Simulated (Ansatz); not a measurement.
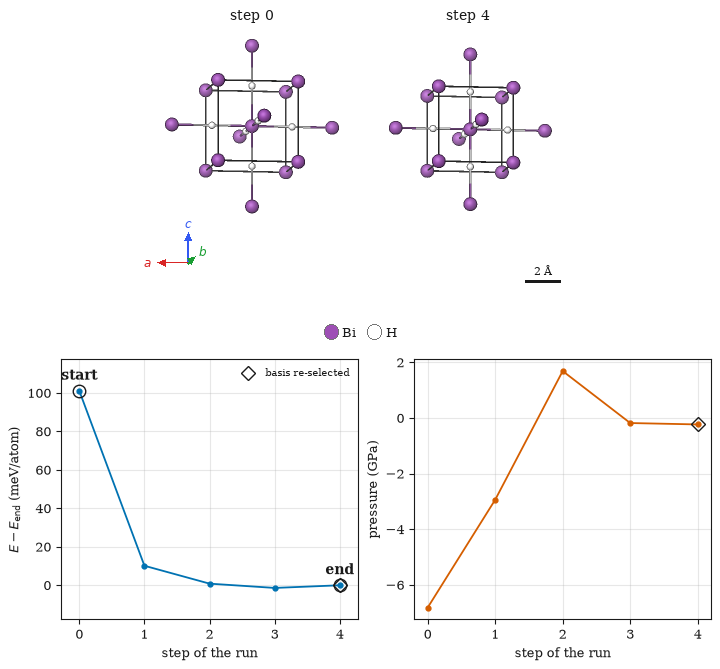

First and last geometry of a relaxation of a crystal of Bi$_{2}$H$_{3}$ (a generated structure, set up in Pm-3m) (coarse preliminary run), with the history of the run. A ball-and-stick model of the cell of the calculation, seen from a free direction.

Method: Ansatz, DFT PBE, scalar-relativistic, plane waves, PAW.

The input:
```yaml
crystal:
  lattice:
    - [4.63642502, 0.0, 0.0]
    - [0.0, 4.63642502, 0.0]
    - [0.0, 0.0, 4.63642502]
  atoms:
    - { symbol: Bi, position: [0.5, 0.5, 0.5] }
    - { symbol: Bi, position: [0.0, 0.0, 0.0] }
    - { symbol: H, position: [0.0, 0.5, 0.5] }
    - { symbol: H, position: [0.5, 0.0, 0.5] }
    - { symbol: H, position: [0.5, 0.5, 0.0] }
basis:
  ecutwfc: 420
kpoints:
  mp_grid: { grid: [4, 4, 4] }
hamiltonian:
  xc: pbe
scf:
  occupations: { method: gaussian, width: 0.1 }
  lower_state_search: "off"
output:
  forces: true
  stress: true
  eigenvalues: true
relax:
  adjacent_minimum: "off"
  f_tol: 0.04
  max_steps: 70
  cell: { stress_tol: 0.4 }
```

Launched with:
```bash
ansatz run input.yaml --threads 1 --pin off --max-ram 2048MiB --backend cpu --events-out ev --progress --plain --runs-dir out
```

**Did the run converge, and what did it change?**

It converged. No atom moves by more than 0.005 Å relative to the cell. Cell: a = b = c 4.636 → 4.317 Å (−6.9 %). Volume −19.3 %. Some distances before and after: Bi1–H3 2.318 → 2.158 Å. The space group stays Pm-3m (No. 221). After 3 accepted moves (4 points after the start) the energy has fallen by 101 meV per atom. All forces vanish by symmetry, so only the cell relaxes. Pressure: −6.82 GPa at the start and −0.23 GPa at the end. At 1 point the geometry stayed and the basis and grid were re-selected for the new cell (energy shift of 1.4 meV per atom at most each time). Cost: 7 s on 1 thread of Arm Neoverse V1, with other jobs on the host, peak memory 0.33 GiB.

| step | E − E(0), meV/atom | pressure, GPa | volume, Å³/atom | note |
| --- | --- | --- | --- | --- |
| 0 | 0.00 | -6.82 | 19.933 |  |
| 1 | -91.02 | -2.94 | 17.158 |  |
| 2 | -100.32 | 1.69 | 15.527 |  |
| 3 | -102.55 | -0.18 | 16.086 |  |
| 4 | -101.17 | -0.23 | 16.086 | same geometry, new basis |
